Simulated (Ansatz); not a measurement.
## Run report: AlCu5, band-structure calculation

The run: band-structure calculation of AlCu5 (Pmmm, 6 atoms in the cell). Method and program: DFT r2SCAN, scalar-relativistic, plane waves, PAW, no spin polarisation (Ansatz 0.2.0).

The structure was made by a generator, so it may or may not be a known phase. Figures and captions count atoms from 1; the log counts them from 0 in places.

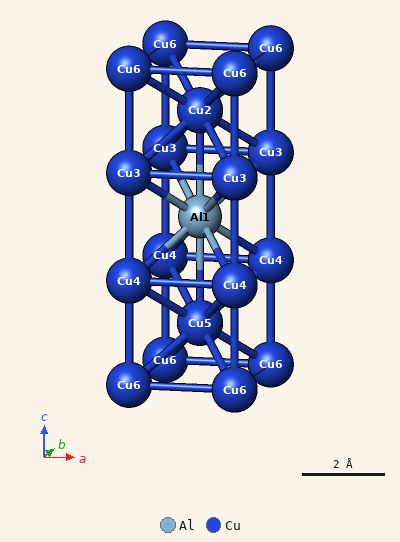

Fig. 1: The input geometry (ball-and-stick view of the cell of the calculation, seen slightly off an axis; atoms are numbered from 1 in the order of the input). An atom can appear more than once, as a periodic image. Near neighbours in the periodic cell (some may lie outside the picture): Al has 2 Al at 2.65 Å and 10 Cu at 2.60 to 2.64 Å; Cu has 1 Al at 2.64 Å and 11 Cu at 2.56 to 2.65 Å; Cu has 4 Al at 2.60 Å and 8 Cu at 2.58 to 2.67 Å; Cu has 12 Cu at 2.57 to 2.65 Å.

Input
```yaml
crystal:
  lattice:
    - [2.6548894431, 0.0, 0.0]
    - [0.0, 3.5763012524, 0.0]
    - [0.0, 0.0, 7.8354949092]
  atoms:
    - { symbol: Al, position: [0.5, 0.5, 0.5] }
    - { symbol: Cu, position: [0.5, 0.5, 0.8363362798] }
    - { symbol: Cu, position: [0.0, 0.0, 0.6704430126] }
    - { symbol: Cu, position: [0.0, 0.0, 0.3295569874] }
    - { symbol: Cu, position: [0.5, 0.5, 0.1636637202] }
    - { symbol: Cu, position: [0.0, 0.0, 0.0] }
basis:
  ecutwfc: 500
kpoints:
  mp_grid: { grid: [14, 12, 6] }
  band_path:
    path:
      - [[0.0, 0.0, 0.0], [0.5, 0.0, 0.0], [0.5, 0.5, 0.0], [0.0, 0.5, 0.0], [0.0, 0.0, 0.0], [0.0, 0.0, 0.5], [0.5, 0.0, 0.5], [0.5, 0.5, 0.5], [0.0, 0.5, 0.5], [0.0, 0.0, 0.5]]
      - [[0.5, 0.0, 0.0], [0.5, 0.0, 0.5]]
      - [[0.0, 0.5, 0.0], [0.0, 0.5, 0.5]]
      - [[0.5, 0.5, 0.0], [0.5, 0.5, 0.5]]
    npoints: 14
hamiltonian:
  xc: r2scan
scf:
  occupations: { method: gaussian, width: 0.1 }
  n_extra_bands: 15
output:
  forces: true
  stress: true
  eigenvalues: true
  populations: true
  dos: { projected: true, de: 0.02, nscf_kmesh: { grid: [17, 15, 8] } }
  bader: true
  write_density: true
  write_potential: true
  elf: true
  volumetric_format: npy
```

Run on 4 threads of Intel Xeon @ 2.50GHz (Skylake/Cascade Lake), 256 GiB of memory available, shared host.

Command:
```bash
ansatz run input.yaml --threads 4 --pin off --max-ram 8192MiB --backend cpu --events-out ev --progress --plain --runs-dir out
```

What the program printed
```
scf.n_extra_bands = 15 over 49 filled bands (N_el = 98.0): the run solves 64 bands
Engine: ansatz 0.2.0, x86_64-unknown-linux-gnu
Pseudopotentials: kind: paw
Pseudopotential: Al, paw, valence charge 3, recommended cutoff 500 eV (meta_gga), Al.paw.azcp
Pseudopotential: Cu, paw, valence charge 19, recommended cutoff 500 eV (meta_gga), Cu.paw.azcp
Functional definition: r2SCAN
  parameter k0 = 0.174
  parameter k1 = 0.065
  parameter a1 = 4.9479
  exchange = r2scan_x(k0 = k0, k1 = k1, a1 = a1)
  correlation = r2scan_c
Crystal: 6 atoms, lattice volume = 74.396 Å³
Basis set: ecut = 500 eV, 1881 PW (Γ), exchange–correlation on 80×108×240 points (64 copies of the dense FFT grid, shifted against one another)
Bands: 64, of which v1, the nominal top of the filled ones, is band 49 counted from 1 (48 counted from 0)
Symmetry: 8 space group operations
Space group: Pmmm (ITA 47), of the structure as read, at distance tolerance 4.2e-5 Å
k-points: 224 of 1008
Non-local potential: Al, projectors of the file, l = 0: 2, l = 1: 2, l = 2: 1
Non-local potential: Cu, projectors of the file, l = 0: 3, l = 1: 2, l = 2: 3, l = 3: 1
PAW form: soft (Blöchl's): semilocal exchange-correlation on the pseudo side does not see the compensation charge
PAW frozen core: Al, regenerated for the run's functional (the file was generated under x = pbe(κ = 0.804, μ = 0.2195149727645171), c = pbe(β = 0.06672455060314922))
PAW frozen core: Cu, regenerated for the run's functional (the file was generated under x = pbe(κ = 0.804, μ = 0.2195149727645171), c = pbe(β = 0.06672455060314922))
PAW one-centre angular grid: Al, 302 points (default); XC on 160 Gauss nodes
PAW one-centre angular grid: Cu, 590 points (default); XC on 160 Gauss nodes
Initial density: superposition of atomic densities (neutral atoms: chi_scale 0, normalization atom), corrected by the library's trained network
Initial wavefunctions: pseudopotential atomic-orbital guess
Functional: x = r2scan, c = r2scan; τ floored in thin density (d = 2e-4 eV/Å³)
SCF iter   1: F=—  HF=-33697.217800 eV  |F-HF|=—  |Δ(HF+E_count)|=         —  Δρ=4.01e-2  dr2=7.50e-1  dr2_τ=9.87e-3  ethr=1.77e-3  ⟨swp⟩=5.0  Hψ=52141  notcnv=0  defer=361
preconditioner: auto → Kerker (q_TF=auto, 2.857 Å⁻¹)  [metal: Δε(μ)=0.001 eV  Ē_g=12.062 eV  σ=0.100 eV  W_gap=0.00  n_scr=22 (ndim 8)  ℏωp=32.8 eV  f_vac=0.001  D(μ)=1.57/eV (n_scr^D=10)]
SCF iter   2: F=—  HF=-33697.170104 eV  |F-HF|=—  |Δ(HF+E_count)|=   4.77e-2  Δρ=1.56e-2  dr2=7.43e-2  dr2_τ=6.56e-3  ethr=7.66e-4  ⟨swp⟩=2.0  Hψ=23946  notcnv=0  defer=1930
SCF iter   3: F=—  HF=-33697.115741 eV  |F-HF|=—  |Δ(HF+E_count)|=   5.44e-2  Δρ=8.72e-3  dr2=5.28e-2  dr2_τ=2.07e-4  ethr=7.58e-5  ⟨swp⟩=2.0  Hψ=24442  notcnv=0  defer=1930
SCF iter   4: F=—  HF=-33697.104188 eV  |F-HF|=—  |Δ(HF+E_count)|=   1.16e-2  Δρ=1.78e-3  dr2=3.08e-3  dr2_τ=4.36e-5  ethr=5.39e-5  ⟨swp⟩=1.1  Hψ=16425  notcnv=0  defer=1927
SCF iter   5: F=—  HF=-33697.105850 eV  |F-HF|=—  |Δ(HF+E_count)|=   1.66e-3  Δρ=3.69e-3  dr2=7.69e-3  dr2_τ=3.77e-5  ethr=3.14e-6  ⟨swp⟩=2.0  Hψ=22956  notcnv=0  defer=1927
SCF iter   6: F=—  HF=-33697.104738 eV  |F-HF|=—  |Δ(HF+E_count)|=   1.11e-3  Δρ=6.37e-4  dr2=4.18e-4  dr2_τ=2.37e-6  ethr=3.14e-6  ⟨swp⟩=2.0  Hψ=18556  notcnv=0  defer=1927
SCF iter   7: F=—  HF=-33697.104676 eV  |F-HF|=—  |Δ(HF+E_count)|=   6.22e-5  Δρ=3.33e-4  dr2=6.63e-5  dr2_τ=3.48e-7  ethr=4.26e-7  ⟨swp⟩=2.2  Hψ=18136  notcnv=0  defer=1927
SCF iter   8: F=—  HF=-33697.104677 eV  |F-HF|=—  |Δ(HF+E_count)|=   1.16e-6  Δρ=5.29e-4  dr2=1.33e-4  dr2_τ=7.00e-7  ethr=6.76e-8  ⟨swp⟩=2.0  Hψ=22509  notcnv=0  defer=1927
SCF iter   9: F=—  HF=-33697.104652 eV  |F-HF|=—  |Δ(HF+E_count)|=   2.48e-5  Δρ=6.43e-5  dr2=1.87e-6  dr2_τ=3.28e-8  ethr=6.76e-8  ⟨swp⟩=2.0  Hψ=18245  notcnv=0  defer=1927
SCF iter  10: F=-33697.104652 eV  HF=-33697.104652 eV  |F-HF|=4.69e-8  |Δ(HF+E_count)|=   1.11e-7  Δρ=1.28e-5  dr2=8.79e-8  dr2_τ=8.32e-10  ethr=1.02e-10  ⟨swp⟩=11.3  Hψ=104879  notcnv=0
SCF 1 converged in 10 iterations: F = -33697.104652 eV  dr2 = 8.79e-8
  greatest PAW one-centre occupation: 1.000 electrons in one spin orbital (limit 2), on the Cu atom at site 5 (counted from 0), in its partial waves of l = 0
```

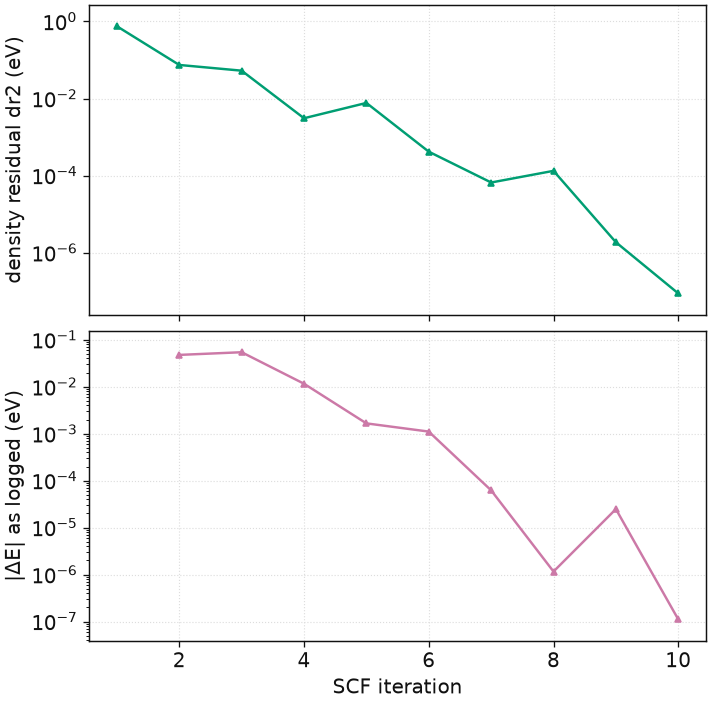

Fig. 2: Convergence of the self-consistent field: density residual dr2 and size of the energy change against the SCF iteration. The residual falls unevenly and jumps up by a factor of two or more 2 times on the way down.

```
NSCF: frozen V_eff on 172 k-points
NSCF: frozen V_eff on 360 k-points
SCF converged after 10 iterations
Free energy (F): -33697.104652 eV
Harris-Foulkes:  -33697.104652 eV  (|F-HF|=4.69e-8)
Internal energy: -33697.095554 eV  (E = F + TS)
E sigma→0 (E₀):  -33697.100103 eV
Entropy (-TS):   -0.009099 eV (-1.516 meV/atom)
Fermi energy:    15.005411 eV
--- Per-component energies (eV) ---
  E_band       = -2068.078441
  E_kinetic    = 1521.218061
  E_local      = -24121.701484  (includes V_loc(G=0)·N_el)
  E_nonlocal   = 1985.056412
  E_hartree    = 10807.197200
  E_xc         = -455.472399
  E_vxc        = -654.677532  (∫ρ·V_xc dr)
  E_paw        = -8863.551032  (= ΣΔE_a)
  E_vpaw       = -2458.822716  (= ΣTr[D̂ρ^β])
  E_aug_tail   = 0.000686  (compensation charges beyond the density's cutoff)
  E_vtau       = 46.427712  (kinetic-family band-sum trace: ∫τ·v_τ [+ j·A + Jᵃ·Aᵃ] dr)
  E_ewald      = -14568.277349
  E_core_change = -1.565648  (= ΣΔE_core)
  E_smearing   = -0.009099  (= −TS)
  E_closure    = 0.000000  (closes the sum)
  Σ components = -33697.104652   (vs F -33697.104652, Δ=0.00e0)
--- Forces (eV/Å), atoms counted from 1 ---
  atom   1  Al     0.00000000    -0.00000000     0.00000000
  atom   2  Cu     0.00000000     0.00000000     0.03460392
  atom   3  Cu     0.00000000     0.00000000     0.05947121
  atom   4  Cu    -0.00000000    -0.00000000    -0.05947121
  atom   5  Cu    -0.00000000    -0.00000000    -0.03460392
  atom   6  Cu     0.00000000     0.00000000     0.00000000
  max |Σ_I F_I| component: 6.94e-18 eV/Å
--- Stress (GPa, compression-positive) ---
       -5.416681      -0.000000      -0.000000
       -0.000000      -5.600442      -0.000000
       -0.000000      -0.000000      -5.475396
  P = ⅓ Tr σ = -5.4975 GPa (-54.975 kbar)
--- Band table (eV; the first three rows and the last of 224) ---
  k-point 0: bands = ["-101.9630", "-101.9617", "-101.4635", "-101.4611", "-101.3284", "-57.8089", "-57.8074", "-57.7648", "-57.7527", "-57.7513", "-57.7477", "-57.3361", "-57.3097", "-57.2804", "-57.2688", "-57.2445", "-57.2403", "-57.1526", "-57.1503", "-57.1214", "4.2242", "7.2223", "7.2930", "10.0948", "10.5108", "10.5225", "10.6522", "10.9642", "11.0251", "11.2453", "11.4532", "11.5944", "11.7323", "11.7834", "11.8880", "11.8901", "11.9149", "12.1321", "12.2018", "12.3395", "12.4013", "12.5025", "12.7574", "12.8209", "12.8309", "12.8481", "12.9825", "13.3059", "15.7673", "16.6627", "17.0092", "19.5646", "19.7311", "20.1774", "23.2649", "23.5312", "25.5057", "26.9156", "27.0447", "27.4954", "28.6517", "29.0979", "29.3666", "29.5456"]
  k-point 1: bands = ["-101.9630", "-101.9617", "-101.4635", "-101.4611", "-101.3284", "-57.8089", "-57.8074", "-57.7649", "-57.7527", "-57.7513", "-57.7475", "-57.3361", "-57.3097", "-57.2804", "-57.2688", "-57.2445", "-57.2403", "-57.1526", "-57.1503", "-57.1214", "4.2664", "6.5864", "8.0325", "10.1233", "10.4376", "10.5322", "10.6107", "10.9476", "10.9973", "11.2525", "11.4406", "11.6659", "11.7381", "11.7834", "11.8785", "11.8909", "11.9066", "12.1365", "12.1724", "12.3455", "12.4132", "12.5023", "12.7166", "12.7482", "12.8452", "12.9379", "12.9741", "13.3066", "15.4943", "15.9248", "18.3970", "18.9331", "19.5662", "21.0734", "23.0301", "23.9169", "25.5657", "25.6401", "26.4281", "27.3897", "28.3807", "28.7817", "29.8060", "30.2320"]
  k-point 2: bands = ["-101.9630", "-101.9617", "-101.4635", "-101.4611", "-101.3284", "-57.8089", "-57.8074", "-57.7652", "-57.7527", "-57.7513", "-57.7473", "-57.3361", "-57.3097", "-57.2804", "-57.2688", "-57.2445", "-57.2403", "-57.1526", "-57.1503", "-57.1214", "4.3652", "6.0971", "8.8227", "10.1812", "10.2008", "10.5165", "10.5867", "10.8795", "10.9185", "11.2843", "11.4298", "11.7523", "11.7793", "11.8196", "11.8572", "11.8916", "11.8977", "12.1153", "12.1438", "12.3572", "12.4383", "12.5017", "12.5650", "12.6947", "12.8394", "12.9565", "13.1736", "13.3078", "14.4795", "16.3234", "18.0871", "19.5469", "20.1121", "22.2237", "22.8000", "23.8838", "24.6590", "25.0465", "25.7079", "26.5486", "27.7644", "28.6611", "31.3082", "31.4490"]
  k-point 223: bands = ["-101.9603", "-101.9590", "-101.4606", "-101.4584", "-101.3260", "-57.8061", "-57.8046", "-57.7903", "-57.7887", "-57.7617", "-57.7439", "-57.3329", "-57.3057", "-57.2855", "-57.2763", "-57.2761", "-57.2664", "-57.1523", "-57.1507", "-57.1500", "9.5752", "9.8741", "10.1949", "10.2538", "10.3354", "10.5454", "10.9976", "11.0573", "11.2150", "11.3616", "11.4746", "11.5780", "11.6086", "11.6403", "11.7776", "11.8136", "11.8516", "12.0313", "12.2887", "12.3888", "12.4687", "12.9006", "13.0836", "13.1235", "13.2649", "14.2350", "14.5107", "14.7297", "14.7700", "15.6295", "16.3677", "18.1729", "18.6269", "19.8184", "19.8838", "20.1298", "20.3766", "20.5318", "22.0824", "22.1053", "23.0373", "29.5915", "29.9052", "30.0654"]
--- Löwdin populations: 6 sites ---
  site symbol       q [e]
     0     Al      3.7674
     1     Cu     18.7503
     2     Cu     18.5661
     3     Cu     18.5661
     4     Cu     18.7503
     5     Cu     18.8346
  spilling = 0.007809 (of n_electrons = 98.000000)
--- Bader charges: 6 sites ---
  site symbol  charge [e]  shift [e]
     0     Al      1.2737     0.0002
     1     Cu     -0.1052     0.0002
     2     Cu     -0.5271     0.0003
     3     Cu     -0.5271     0.0003
     4     Cu     -0.1052     0.0002
     5     Cu     -0.0090     0.0000
  estimated error of the sums over rays = 3.6e-4 e
```

File bader_charges.tsv
```
# site	symbol	x_ang	y_ang	z_ang	partial_charge_e	electrons	volume_ang3	relative_density_drop	shared_charge_e	partial_wave_shift_e
# quadrature_error_electrons = 3.6e-4
0	Al	1.3274	1.7882	3.9177	1.27370	11.72630	8.82	-	1.27370	0.00022
1	Cu	1.3274	1.7882	6.5531	-0.10519	29.10519	12.54	-	-0.10519	0.00019
2	Cu	0.0000	0.0000	5.2533	-0.52715	29.52715	14.14	-	-0.52715	0.00030
3	Cu	0.0000	0.0000	2.5822	-0.52715	29.52715	14.14	-	-0.52715	0.00030
4	Cu	1.3274	1.7882	1.2824	-0.10521	29.10521	12.54	-	-0.10521	0.00019
5	Cu	0.0000	0.0000	0.0000	-0.00900	29.00900	12.21	-	-0.00900	0.00001
```

File populations.tsv
```
# site	symbol	l	j	q
# orbitals = lowdin
# n_electrons = 98.000000
# spilling = 0.007809
0	Al	0_3S	-	1.035729
0	Al	1_3P	-	2.731713
1	Cu	0_3S	-	1.995049
1	Cu	0_4S	-	0.963499
1	Cu	1_3P	-	5.998721
1	Cu	2_3D	-	9.793004
2	Cu	0_3S	-	1.991465
2	Cu	0_4S	-	0.818983
2	Cu	1_3P	-	5.997772
2	Cu	2_3D	-	9.757841
3	Cu	0_3S	-	1.991465
3	Cu	0_4S	-	0.818983
3	Cu	1_3P	-	5.997772
3	Cu	2_3D	-	9.757841
4	Cu	0_3S	-	1.995049
4	Cu	0_4S	-	0.963499
4	Cu	1_3P	-	5.998721
4	Cu	2_3D	-	9.793004
5	Cu	0_3S	-	1.996406
5	Cu	0_4S	-	1.036441
5	Cu	1_3P	-	5.999056
5	Cu	2_3D	-	9.802713
```

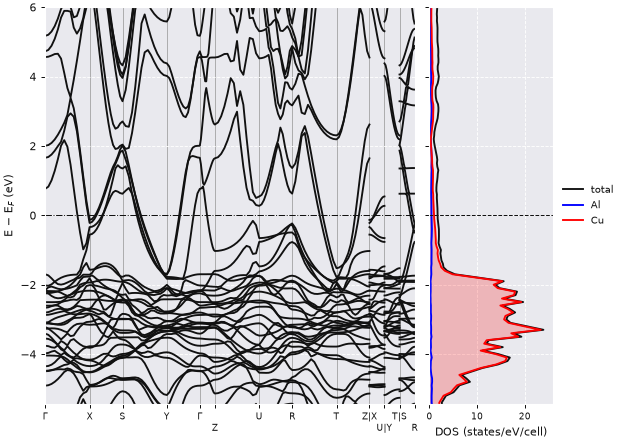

Fig. 3: Band structure along Γ–X–S–Y–Γ–Z–U–R–T–Z|X–U|Y–T|S–R and density of states (projected on Löwdin-orthogonalised atomic shells), with energies from the Fermi level. Bands cross the Fermi level: a metal at this level of theory.

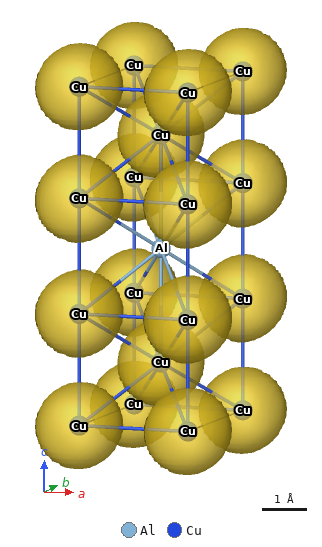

Fig. 4: Isosurface of the valence pseudo-density at 0.4 e/Å³ (yellow), seen slightly off an axis. Sticks mark near contacts. The outline is the cell set on symmetry axes. At this value the density breaks into separate islands; it holds about 85 % of the electrons treated as valence (semicore included). It is pinched off along the Cu–Cu (2.56 Å), Al–Cu (2.60 Å), Al–Al (2.65 Å) and Cu–Cu (2.65 Å) contacts. On the grid the lowest density along these lines, outside the cores, is 0.25 e/Å³ (Cu–Cu, 2.56 Å), 0.22 e/Å³ (Al–Cu, 2.60 Å), 0.23 e/Å³ (Al–Al, 2.65 Å) and 0.24 e/Å³ (Cu–Cu, 2.65 Å). Core electrons are frozen (PAW), so the fields are smoothed inside the atomic spheres.

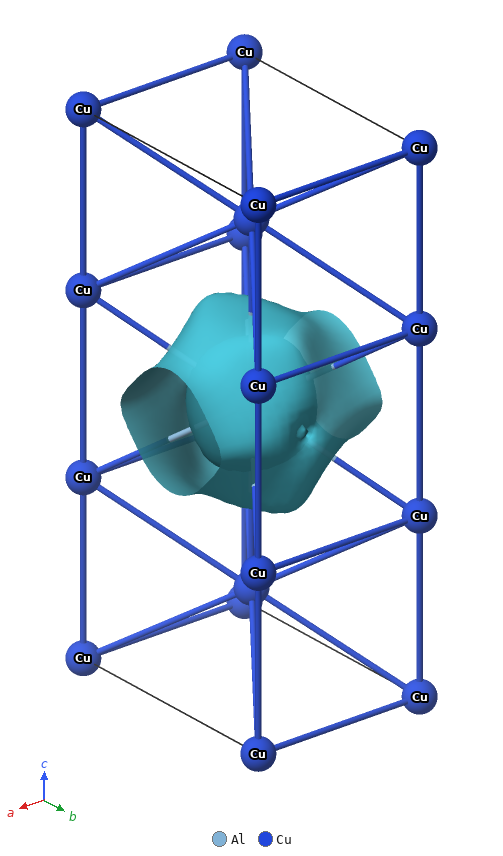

Fig. 5: Isosurface of the ELF at 0.45 (cyan), seen at an oblique angle. Core shells and regions of very low density are left out. Sticks mark near contacts. The outline is the cell set on symmetry axes. Profiles from the grid: Cu–Cu (2.56 Å): the ELF is about 0.20 at the midpoint; no localised pair between them. Al–Cu (2.60 Å): the ELF is about 0.40 at the midpoint; no shared electron pair.

Results in brief

```tsv
quantity	value
outcome	converged
space group (tolerance 0.01 Å)	Pmmm (47)
electrons treated	98
free energy	−33697.1047 eV
Fermi energy	15.005 eV
gap on the k-point mesh	none (metallic)
pressure	−5.50 GPa
largest force (length of the vector)	0.059 eV/Å
wall time	2.2 min (CPU time 8.6 min)
peak memory	1.7 GiB
```

Remarks

The cell is under a tension of 5.5 GPa at this level, so it is not at its equilibrium volume.
